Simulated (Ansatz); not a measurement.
## Run report: HfN, geometry relaxation (part 2 of 2)

Continued. System: HfN (Fm-3m, 2 atoms in the cell). Method: DFT PBEsol, scalar-relativistic, plane waves, PAW, no spin polarisation (Ansatz 0.2.0); cutoff 420 eV, 16×16×16 k-mesh, Gaussian smearing of 0.1 eV. The structure was built on a prototype by a generator; it need not be a known phase.

Geometry of the input (Å; fractional positions):
```
0.0000  2.2590  2.2590
2.2590  0.0000  2.2590
2.2590  2.2590  0.0000
Hf 0.5000  0.5000  0.5000
N  0.0000  0.0000  0.0000
```

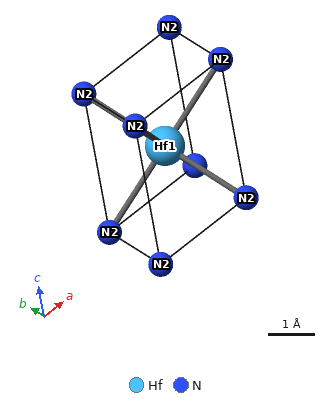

**Figure 1.** The geometry at step 3 of the log (ball-and-stick view of the cell of the calculation, seen slightly off an axis; atoms are numbered from 1 in the order of the input).

## Log, continued
```
relax step   5: F+E_penalty+E_count = -15980.25116118 eV  Δ(F+E_penalty+E_count) = -1.932e-5 eV  max|allowed force component| = 2.827e-29 eV/Å  Δτ_max = 0.0000 Å  P = -0.001 GPa  Ω = 22.805 Å³  energy of the carried Pulay correction = +1.811e-5 eV  (3 SCF iters, dr2 threshold 1.22e-8 eV, accepted)
iter 1 solved again at ethr=7.73e-9 eV; its pass at ethr=3.10e-3 eV (dr2=2.40e-6 eV) is discarded
SCF iter   1: F=—  HF=-15980.251163 eV  |F-HF|=—  |Δ(HF+E_count)|=         —  Δρ=3.79e-6  dr2=2.81e-9  ethr=7.73e-9  ⟨swp⟩=3.7  Hψ=21542  notcnv=0
SCF iter   2: F=—  HF=-15980.251161 eV  |F-HF|=—  |Δ(HF+E_count)|=   1.73e-6  Δρ=2.78e-6  dr2=1.77e-9  ethr=9.06e-12  ⟨swp⟩=2.4  Hψ=5351  notcnv=0
SCF iter   3: F=—  HF=-15980.251161 eV  |F-HF|=—  |Δ(HF+E_count)|=  2.35e-10  Δρ=7.96e-7  dr2=1.37e-10  ethr=5.71e-12  ⟨swp⟩=2.1  Hψ=4385  notcnv=0
SCF iter   4: F=—  HF=-15980.251161 eV  |F-HF|=—  |Δ(HF+E_count)|=  1.60e-10  Δρ=2.22e-7  dr2=1.17e-11  ethr=1.00e-12  ⟨swp⟩=5.3  Hψ=16345  notcnv=0
SCF iter   5: F=-15980.251161 eV  HF=-15980.251161 eV  |F-HF|=3.64e-12  |Δ(HF+E_count)|=  9.09e-12  Δρ=1.66e-7  dr2=5.73e-12  ethr=1.00e-12  ⟨swp⟩=5.7  Hψ=13289  notcnv=0
SCF 6 converged in 5 iterations: F = -15980.251161 eV  dr2 = 5.73e-12
relax step   6: F+E_penalty+E_count = -15980.25116118 eV  Δ(F+E_penalty+E_count) = -3.329e-10 eV  max|allowed force component| = 9.894e-30 eV/Å  Δτ_max = 0.0000 Å  P = -0.002 GPa  Ω = 22.805 Å³  stress off target by 1.65e-3 GPa  SCF on the basis re-selected at this cell (its energy is not comparable with the rows above)  (5 SCF iters)
```

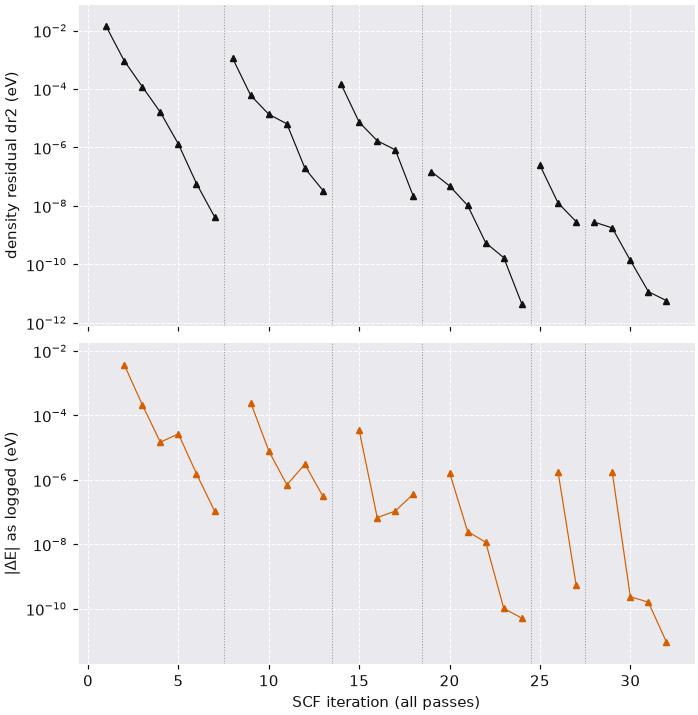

**Figure 2.** Convergence of the self-consistent field: density residual dr2 and size of the energy change against the SCF iteration. The dotted lines part the SCF passes of the relaxation: geometry steps, rejected trials and re-solves on a re-selected basis. The 6 passes take 3 to 7 iterations each, 32 in all.

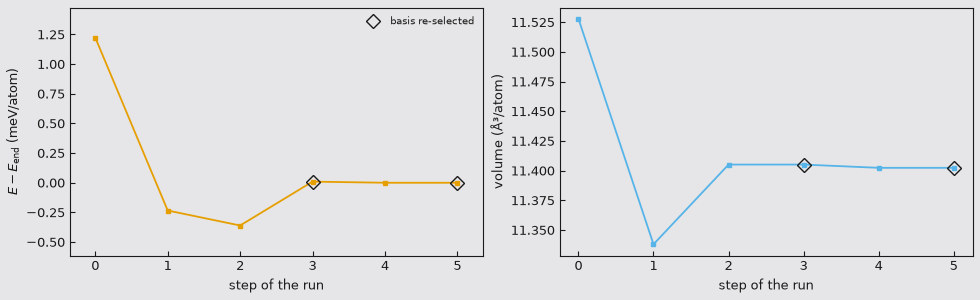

**Figure 3.** Progress of the relaxation, step by step (the first geometry is step 0 here and step 1 in the log). Over 3 geometry steps the energy falls by 1.2 meV per atom. All forces vanish by symmetry, so only the cell relaxes. Pressure: −3.04 GPa at the start and 0.00 GPa at the end. The basis was re-selected once at an unchanged geometry, which shifts the energy a little without any move. The atoms keep their places relative to the cell (all moves are under 0.005 Å). The volume changes by −1.1 %, with a = b = c 4.518 → 4.502 Å (−0.4 %). Among the contacts that change: Hf1–Hf1 3.195 → 3.183 Å, Hf1–N2 2.259 → 2.251 Å. The space group stays Fm-3m (No. 225). The energy change given includes the shifts at the re-selections in mid-walk, which come without any move. A last SCF at the same geometry on a re-selected plane-wave basis shifts the energy by next to nothing (0.0 meV per atom). (Atoms are counted from 1 in the order of the input.)

```
basis re-selected at this cell: Δ(F+E_penalty+E_count) = -3.329e-10 eV, ΔP = -0.001 GPa vs the last step (what re-selecting the basis moved, of the pressure what is left beyond the Pulay correction that the steps carried, after the strain that the cell walked since its last selection, with what the two solves' SCF thresholds leave and, on support functions, any second-order correction that the steps lacked; it is no measure of the basis error at this ecutwfc). This SCF's stress stands 1.65e-3 GPa from its target on what of the cell is left free (relax.cell.stress_tol is 5.00e-2 GPa) and its largest allowed force component is 9.89e-30 eV/Å (relax.f_tol is 5.00e-3 eV/Å): within both
SCF converged after 5 iterations
Free energy (F): -15980.251161 eV
Harris-Foulkes:  -15980.251161 eV  (|F-HF|=3.64e-12)
Internal energy: -15980.248089 eV  (E = F + TS)
E sigma→0 (E₀):  -15980.249625 eV
Entropy (-TS):   -0.003072 eV (-1.536 meV/atom)
Fermi energy:    23.968190 eV
--- Per-component energies (eV) ---
  E_band       = 186.894437
  E_kinetic    = 557.403752
  E_local      = -4693.680967  (includes V_loc(G=0)·N_el)
  E_nonlocal   = -1192.584148
  E_hartree    = 2229.736181
  E_xc         = -359.057899
  E_vxc        = -344.585222  (∫ρ·V_xc dr)
  E_paw        = -6929.700464  (= ΣΔE_a)
  E_vpaw       = 1400.868589  (= ΣTr[D̂ρ^β])
  E_aug_tail   = 0.000093  (compensation charges beyond the density's cutoff)
  E_ewald      = -5593.643828
  E_core_change = 1.279190  (= ΣΔE_core)
  E_smearing   = -0.003072  (= −TS)
  E_closure    = -0.000000  (closes the sum)
  Σ components = -15980.251161   (vs F -15980.251161, Δ=0.00e0)
--- Forces (eV/Å), atoms counted from 1 ---
  atom   1  Hf     0.00000000     0.00000000     0.00000000
  atom   2  N     -0.00000000     0.00000000     0.00000000
  max |Σ_I F_I| component: 1.81e-29 eV/Å
--- Stress (GPa, compression-positive) ---
       -0.001649      -0.000000      -0.000000
       -0.000000      -0.001649      -0.000000
       -0.000000      -0.000000      -0.001649
  P = ⅓ Tr σ = -0.0016 GPa (-0.016 kbar)
--- Band table (eV; the first three rows and the last of 145) ---
  k-point 0: bands = ["-38.6618", "-7.0636", "-7.0636", "-7.0636", "6.4517", "11.3905", "11.3905", "11.3905", "11.4268", "11.5308", "11.5308", "11.5308", "21.0614", "21.0614", "21.0614", "23.5685", "23.5685", "23.5685", "25.8467", "25.9178"]
  k-point 1: bands = ["-38.6594", "-7.1062", "-7.0670", "-7.0670", "6.5436", "11.3913", "11.3940", "11.3940", "11.4288", "11.5278", "11.5278", "11.5309", "20.6408", "20.8089", "20.8089", "23.6974", "23.7096", "23.7096", "26.1390", "26.2344"]
  k-point 2: bands = ["-38.6523", "-7.2255", "-7.0769", "-7.0769", "6.8069", "11.3946", "11.4041", "11.4041", "11.4349", "11.5195", "11.5195", "11.5312", "19.7081", "20.2291", "20.2291", "23.9144", "24.0756", "24.0756", "26.8812", "27.0516"]
  k-point 144: bands = ["-38.5751", "-7.6487", "-7.6487", "-7.4285", "8.1541", "11.4441", "11.4577", "11.4577", "11.4818", "11.4818", "11.5085", "11.5497", "17.7959", "18.4742", "18.4742", "25.1146", "25.1146", "29.5929", "29.6151", "30.1960"]
--- Relaxed structure (4 steps of the walk, 4 accepted, 2 SCFs on fresh bases) ---
  F+E_penalty+E_count = -15980.25116118 eV   max|allowed force component| = 9.894e-30 eV/Å   (the final SCF, on the basis selected at the relaxed cell)
  cell:  # Å, volume = 22.8048 Å³
    - [-5.095372032895593e-35, 2.250775760808902, 2.2507757608089025]
    - [2.2507757608089025, 0.0, 2.2507757608089025]
    - [2.2507757608089025, 2.250775760808902, 1.019074406579118e-33]
  atoms:
    - { symbol: Hf, position: [0.5, 0.5, 0.5] }
    - { symbol: N, position: [2.557672929125478e-34, -4.689067036729504e-34, -7.10464702535292e-35] }
```

## Trajectory as extended XYZ (Å, eV, eV/Å), 6 frames, from step=1 to step=6
```
2
Lattice="0.0000 2.2590 2.2590 2.2590 0.0000 2.2590 2.2590 2.2590 0.0000" Properties=species:S:1:pos:R:3:forces:R:3 step=1 energy=-15980.24871 pressure_GPa=-3.04
Hf    2.2590    2.2590    2.2590    0.0000   0.0000   0.0000
N     0.0000    0.0000    0.0000    0.0000   0.0000   0.0000
2
Lattice="0.0000 2.2465 2.2465 2.2465 0.0000 2.2465 2.2465 2.2465 0.0000" Properties=species:S:1:pos:R:3:forces:R:3 step=2 energy=-15980.25163 pressure_GPa=1.69
Hf    2.2465    2.2465    2.2465    0.0000   0.0000   0.0000
N     0.0000    0.0000    0.0000    0.0000   0.0000   0.0000
2
Lattice="0.0000 2.2510 2.2510 2.2510 0.0000 2.2510 2.2510 2.2510 0.0000" Properties=species:S:1:pos:R:3:forces:R:3 step=3 energy=-15980.25188 pressure_GPa=-0.03
Hf    2.2510    2.2510    2.2510    0.0000   0.0000   0.0000
N     0.0000    0.0000    0.0000    0.0000   0.0000   0.0000
2
Lattice="0.0000 2.2510 2.2510 2.2510 0.0000 2.2510 2.2510 2.2510 0.0000" Properties=species:S:1:pos:R:3:forces:R:3 step=4 energy=-15980.25114 pressure_GPa=-0.07
Hf    2.2510    2.2510    2.2510    0.0000   0.0000   0.0000
N     0.0000    0.0000    0.0000    0.0000   0.0000   0.0000
2
Lattice="0.0000 2.2508 2.2508 2.2508 0.0000 2.2508 2.2508 2.2508 0.0000" Properties=species:S:1:pos:R:3:forces:R:3 step=5 energy=-15980.25116 pressure_GPa=-0.00
Hf    2.2508    2.2508    2.2508    0.0000   0.0000   0.0000
N     0.0000    0.0000    0.0000    0.0000   0.0000   0.0000
2
Lattice="0.0000 2.2508 2.2508 2.2508 0.0000 2.2508 2.2508 2.2508 0.0000" Properties=species:S:1:pos:R:3:forces:R:3 step=6 energy=-15980.25116 pressure_GPa=-0.00
Hf    2.2508    2.2508    2.2508    0.0000   0.0000   0.0000
N     0.0000    0.0000    0.0000    0.0000   0.0000   0.0000
```

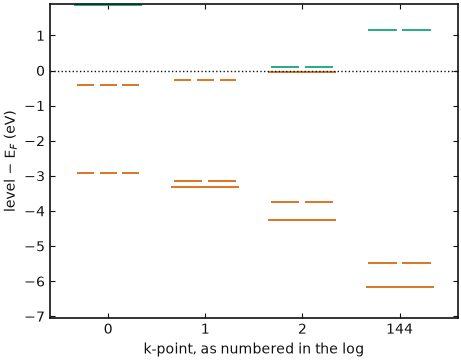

**Figure 4.** Kohn–Sham levels near the Fermi level (dotted) at the few k-points that the log prints; levels within 0.02 eV of each other stand side by side. The system is metallic on the full mesh.
